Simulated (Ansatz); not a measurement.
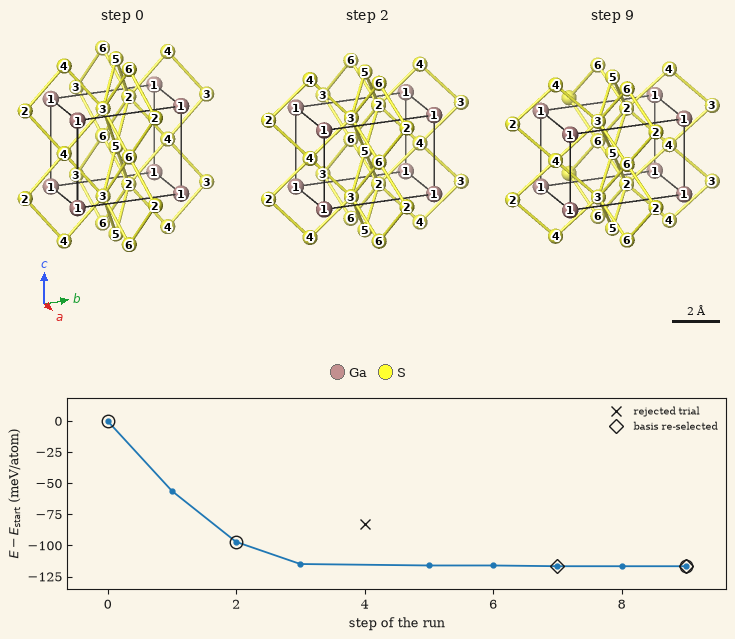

Frames of a relaxation of a crystal of GaS₅ (a generated structure, set up in P6/mmm), marked on the history of the run. A ball-and-stick model of the cell of the calculation, seen slightly off an axis.

All numbers below come from DFT PBE, scalar-relativistic, plane waves, PAW in Ansatz 0.2.0.

Input file:
```yaml
crystal:
  lattice:
    - [5.9348521278, 0.0, 0.0]
    - [-2.9674260639, 5.1397327104, 0.0]
    - [0.0, 0.0, 3.8270931514]
  atoms:
    - { symbol: Ga, position: [0.0, 0.0, 0.0] }
    - { symbol: S, position: [0.3333333333, 0.6666666667, 0.0] }
    - { symbol: S, position: [0.6666666667, 0.3333333333, 0.0] }
    - { symbol: S, position: [0.5, 0.0, 0.5] }
    - { symbol: S, position: [0.5, 0.5, 0.5] }
    - { symbol: S, position: [0.0, 0.5, 0.5] }
basis:
  ecutwfc: 420
kpoints:
  mp_grid: { grid: [6, 6, 10] }
hamiltonian:
  xc: pbe
scf:
  occupations: { method: gaussian, width: 0.1 }
output:
  forces: true
  stress: true
  eigenvalues: true
  write_density: true
  write_potential: true
  elf: true
  volumetric_format: npy
relax:
  adjacent_minimum: "off"
  f_tol: 0.01
  max_steps: 80
  cell: { stress_tol: 0.05 }
```

Run as
```bash
ansatz run input.yaml --threads 1 --pin off --max-ram 2560MiB --backend cpu --events-out ev --progress --plain --runs-dir out
```

What happens along the run?

Over 6 accepted moves (9 points after the start) the energy falls by 117 meV per atom. All forces vanish by symmetry, so only the cell relaxes. Pressure: 0.59 GPa at the start and 0.01 GPa at the end. The line search rejected the trial step at point 4 of the run. The SCF was repeated twice at an unchanged geometry on a basis and grid sized afresh for the cell, which shifted the energy by 0.6 meV per atom at most. The atoms keep their places relative to the cell (all moves are under 0.005 Å). Cell: a = b 5.935 → 6.531 Å (+10.0 %), c 3.827 → 3.306 Å (−13.6 %). Volume +4.6 %. Some distances before and after: S2–S4 2.568 → 2.507 Å. Bond angles that change, for instance: S2–S6–S3 83.7° → 97.5°, S4–S2–S4 96.3° → 82.5°, S4–S2–S5 70.6° → 81.3°. The space group stays P6/mmm (No. 191). From step 0 to 2: volume +1.7 %, energy −97.1 meV per atom. From step 2 to 9: volume +2.9 %, energy −19.5 meV per atom.

```
step  E − E(0), meV/atom  pressure, GPa  volume, Å³/atom                      note
   0                0.00           0.59           19.457                          
   1              -56.14          -0.46           20.147                          
   2              -97.11           0.93           19.786                          
   3             -114.88           0.41           20.247                          
   4              -82.71          -4.48           22.407                  rejected
   5             -116.05           0.04           20.314                          
   6             -116.05           0.00           20.326                          
   7             -116.64           0.06           20.326  same geometry, new basis
   8             -116.65           0.01           20.353                          
   9             -116.65           0.01           20.353  same geometry, new basis
```
